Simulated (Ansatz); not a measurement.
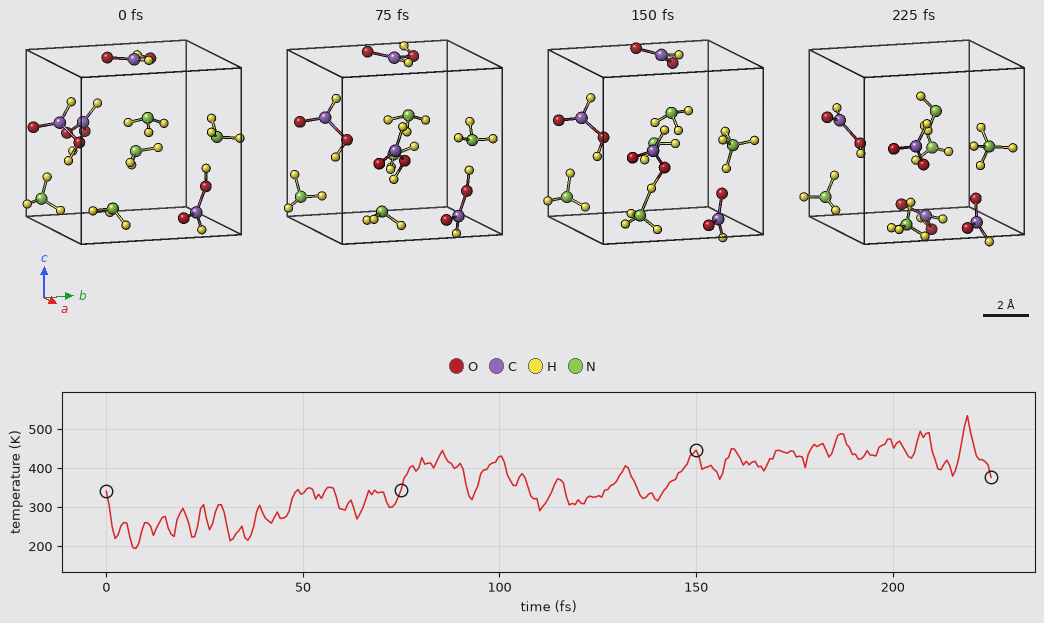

A Born-Oppenheimer molecular dynamics run of a periodic cell with 4 HCOOH + 5 NH3 at 1.0 g/cm³, 225 fs long. Frames and the history of the run. The picture is a ball-and-stick view of the simulation cell, seen slightly off an axis. Atoms that leave the cell re-enter on the other side.

Theory: Ansatz 0.2.0, DFT PBE-D3(BJ), scalar-relativistic, plane waves, PAW. Settings: plane-wave cutoff 420 eV; k-point mesh 1 × 1 × 1; Fermi-Dirac smearing 0.05 eV; low-accuracy preset; Langevin thermostat (NVT); set temperature 350 K; time step 0.75 fs; friction 0.02 per fs.

Input
```yaml
accuracy: low
crystal:
  lattice:
    - [7.646027, 0.0, 0.0]
    - [0.0, 7.646027, 0.0]
    - [0.0, 0.0, 7.646027]
  atoms:
    - { symbol: O, position: [0.78376482, 0.84707465, 0.2586487] }
    - { symbol: C, position: [0.84348955, 0.76711999, 0.11697809] }
    - { symbol: O, position: [0.95268261, 0.65088958, 0.10795265] }
    - { symbol: H, position: [0.84852831, 0.82688689, 0.37927611] }
    - { symbol: H, position: [0.78013006, 0.82297538, -0.00028844] }
    - { symbol: O, position: [0.31165703, 0.66359213, 0.95900965] }
    - { symbol: C, position: [0.4181016, 0.52565963, 0.97845258] }
    - { symbol: O, position: [0.37081943, 0.37374917, 0.98982882] }
    - { symbol: H, position: [0.18886081, 0.62355038, 0.96153754] }
    - { symbol: H, position: [0.55421895, 0.56964268, 0.9923802] }
    - { symbol: O, position: [-0.103783, 0.39685586, 0.46804387] }
    - { symbol: C, position: [0.03639997, 0.33761575, 0.54807796] }
    - { symbol: O, position: [0.12172744, 0.20743369, 0.50587208] }
    - { symbol: H, position: [-0.1319628, 0.33122488, 0.34831917] }
    - { symbol: H, position: [0.06963128, 0.41698141, 0.66369926] }
    - { symbol: O, position: [0.55779012, 0.13499437, 0.52554904] }
    - { symbol: C, position: [0.44134033, 0.05282556, 0.62937174] }
    - { symbol: O, position: [0.38188359, -0.09154101, 0.60053887] }
    - { symbol: H, position: [0.57922864, 0.05917896, 0.42388998] }
    - { symbol: H, position: [0.40848111, 0.13565868, 0.74451599] }
    - { symbol: "N", position: [0.9152417, 0.87151244, 0.57608581] }
    - { symbol: H, position: [1.01985983, 0.80100836, 0.62553331] }
    - { symbol: H, position: [0.96162641, 0.99923681, 0.5682542] }
    - { symbol: H, position: [0.82138238, 0.87008938, 0.67218594] }
    - { symbol: "N", position: [0.81723126, 0.25478569, 0.16534996] }
    - { symbol: H, position: [0.69326262, 0.27858459, 0.12082069] }
    - { symbol: H, position: [0.90270251, 0.30762561, 0.07706997] }
    - { symbol: H, position: [0.83953231, 0.12246705, 0.1630341] }
    - { symbol: "N", position: [0.2373167, 0.59800098, 0.39334182] }
    - { symbol: H, position: [0.28188313, 0.72213373, 0.41489564] }
    - { symbol: H, position: [0.34088877, 0.52733921, 0.34674929] }
    - { symbol: H, position: [0.14566306, 0.60382256, 0.29559246] }
    - { symbol: "N", position: [0.58225836, 0.55337382, 0.6525546] }
    - { symbol: H, position: [0.53780679, 0.6705047, 0.60599633] }
    - { symbol: H, position: [0.69414132, 0.52124893, 0.58632643] }
    - { symbol: H, position: [0.4908879, 0.46321236, 0.61549035] }
    - { symbol: "N", position: [0.16103746, 0.03481248, 0.12709194] }
    - { symbol: H, position: [0.16277667, 0.06988954, 0.25635817] }
    - { symbol: H, position: [0.23120242, -0.0780234, 0.11429878] }
    - { symbol: H, position: [0.22929826, 0.13000183, 0.06329473] }
basis:
  ecutwfc: 420.0
kpoints:
  mp_grid: { grid: [1, 1, 1] }
hamiltonian:
  xc: pbe
  dispersion: d3bj
scf:
  occupations: { method: fermi_dirac, width: 0.05 }
  lower_state_search: "off"
md:
  timestep: 0.75
  n_steps: 300
  ensemble: nvt_langevin
  temperature: 350.0
  initial_velocities: maxwell_boltzmann
  seed: 507829
  friction: 0.02
```

Launched with:
```bash
ansatz run input.yaml --threads 1 --pin off --max-ram 3072MiB --backend cpu --events-out ev --progress --plain --runs-dir out
```

Q: What happens in this trajectory?

A: In the second half of the run the atoms are, in the root-mean-square, this far from where they began (common drift taken out): H 0.67 Å, O 0.62 Å, N 0.51 Å, C 0.39 Å. The heavy atoms stay within a fraction of a molecule's size of their starting places; so short a run doesn't tell a liquid from a solid. Bond changes: 2 H–N bonds form between 126 fs and 153 fs; 2 H–O bonds break between 166 fs and 190 fs. Over the second half the temperature averages 409 K (spread ±51 K). The potential energy is still drifting at the end, so the run hasn't reached equilibrium. The potential energy in the second half lies on average 23.0 meV per atom above the first frame.

Limits of the set-up: the program's low-accuracy preset was used; the periodic images lie only 7.6 Å apart, so the values are limited by the cell's size.
